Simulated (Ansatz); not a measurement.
Consider WS$_{2}$.

The calculation's input:

```
crystal:
  lattice:
    - [0.0, 2.901894122, 2.901894122]
    - [2.901894122, 0.0, 2.901894122]
    - [2.901894122, 2.901894122, 0.0]
  atoms:
    - { symbol: W, position: [0.0, 0.0, 0.0] }
    - { symbol: S, position: [0.25, 0.25, 0.25] }
    - { symbol: S, position: [0.75, 0.75, 0.75] }
kpoints:
  mp_grid: { grid: [8, 8, 8] }
hamiltonian:
  xc: r2scan
  dispersion: rvv10
scf:
  occupations: { method: fermi_dirac, width: 0.03 }
relax:
  f_tol: 0.01
  cell: {}
  max_steps: 120
output:
  write_density: true
  write_potential: true
  elf: true
  volumetric_format: npy
```

Launched as:

```sh
ansatz run input.yaml --threads 2 --pin off --max-ram 2211MiB --backend cpu --events-out ev --progress --plain --runs-dir out
```

Below, planes, directions and counts refer to the conventional cell (a = 5.85 Å, b = 5.85 Å, c = 5.85 Å, α = 90.00°, β = 90.00°, γ = 90.00°).

The fields are those of the relaxed geometry.

Space group Fm-3m; started from the fluorite prototype, which need not be the ambient phase.

These are results of DFT, r2SCAN+rVV10, plane waves, PAW (Ansatz), not measurements.

Question: What can the converged valence pseudo-density and electron localisation function tell about the bonding?

Answer: W–S (2.53 Å): ρ at the midpoint is about 0.5 e/Å³; the ELF peaks at about 0.90 in the valence shell of S, 0.8 Å from its nucleus, and is about 0.50 at the midpoint.

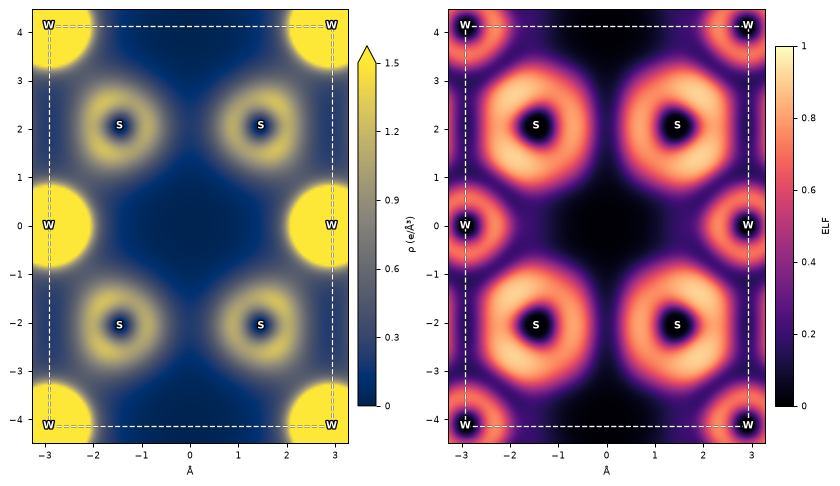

Computed valence pseudo-density and electron localisation function on the (110) plane of the conventional cell, in this order. 

In a PAW calculation such maps are meaningful between the atoms, not at the nuclei.
